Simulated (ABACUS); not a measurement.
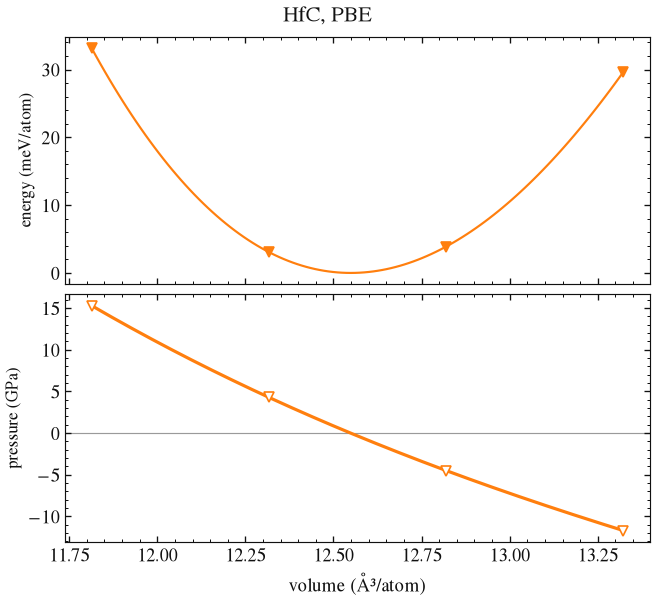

The plot gives the computed energy and pressure against volume for HfC, space group Fm-3m (No. 225).

Cell as given: a = 3.288 Å, b = 3.288 Å, c = 3.288 Å, α = 60.00°, β = 60.00°, γ = 60.00°; 2 atoms.

How it was computed, with ABACUS 3.10.1: DFT in plane waves or numerical atomic orbitals with pseudopotentials, spinors without magnetism; energies at scaled volumes of the given cell, shape and fractions fixed, counted from the fit's minimum, third-order Birch-Murnaghan fit. Level: PBE, spin-orbit coupling, no spin polarisation.

```json
{"setting": "k mesh", "value": "6×6×6"}
{"setting": "occupations", "value": "Fermi–Dirac"}
{"setting": "smearing width", "value": "0.05 eV"}
{"setting": "potentials", "value": "PseudoDojo NC FR 0.4 PBE standard"}
{"setting": "wave cutoff", "value": "1361 eV"}
{"setting": "density cutoff", "value": "5442 eV"}
{"setting": "program settings", "value": "basis DZP"}
```

Question: How stiff is the solid, and where is its volume at rest?

Answer: A third-order Birch–Murnaghan fit gives V0 = 12.55 Å³/atom, B0 = 222 GPa and B′ = 4.3.

Question: Read off the course of the pressure.

Answer: It falls from 15.29 GPa at volume 11.81 Å³/atom to −11.69 GPa at 13.32 Å³/atom, and changes sign near 12.56 Å³/atom.

Limits of the calculation: home made orbitals.

The computed values:

| volume (Å³/atom) | energy (meV/atom) | pressure (GPa) |
| --- | --- | --- |
| 11.81 | 33.16 | 15.29 |
| 12.32 | 3.08 | 4.29 |
| 12.82 | 3.87 | −4.49 |
| 13.32 | 29.59 | −11.69 |
